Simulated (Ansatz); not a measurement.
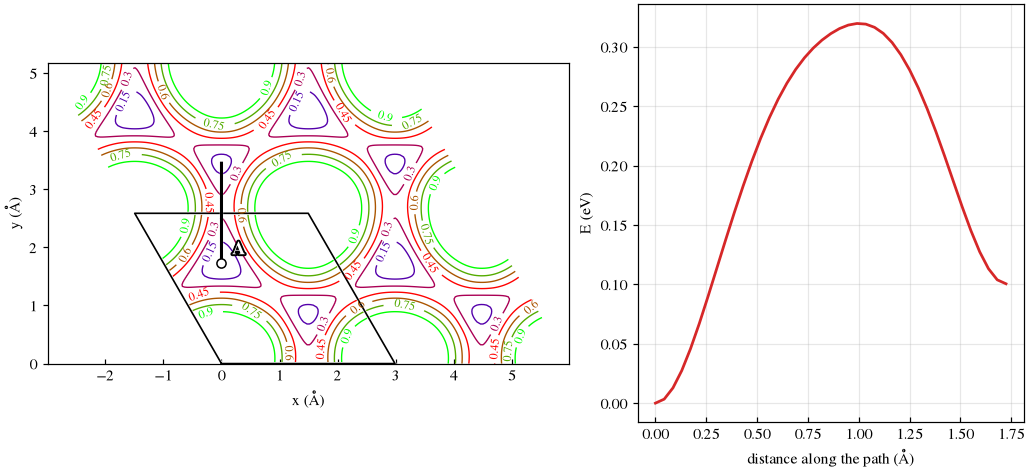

H on a Ta(111) slab cut from the Fm-3m phase, its upper half relaxed before the scan (12 atoms of substrate and one adsorbate in a 2 × 2 cell). H is moved over the surface cell; relaxed at each place: the height of the adsorbate's atoms; substrate rigid; the origin of the map has the adsorbate above Ta9. Places are given modulo a cell vector. The map is drawn in real space over the plane of the surface. The grid has 6 × 6 points; 10 points were computed and 26 follow by symmetry. Places are given in fractions of the 1 × 1 surface cell. Energies are in eV, from the lowest grid point. Level of theory: DFT PBE, scalar-relativistic, plane waves, PAW in Ansatz. Settings: cutoff 420 eV, k-mesh 6×6×1, gaussian smearing 0.1 eV, no spin polarisation.

The picture shows contour lines labelled in eV (none above 0.9), a line along the lowest path, the outline of one cell of the 2 × 2 shown, the energy along the path at the right, the start A. Between grid points the surface is interpolated.

Describe the path and its barrier.

The easiest path leads from the well at a threefold hollow over a second-layer Ta atom, (2/6, 4/6) of the cell vectors to the well at a threefold hollow over a third-layer Ta atom, (4/6, 2/6) of the cell vectors, about 0.1 eV higher. Its highest point lies about 0.32 eV above the bottom of the first well on the interpolated surface, at about (0.53, 0.05) of the cell vectors. Seen from the upper well the barrier is about 0.22 eV. This is the barrier on the constrained surface; relaxing the other coordinates would change it.

PAW datasets: the set soft_1.
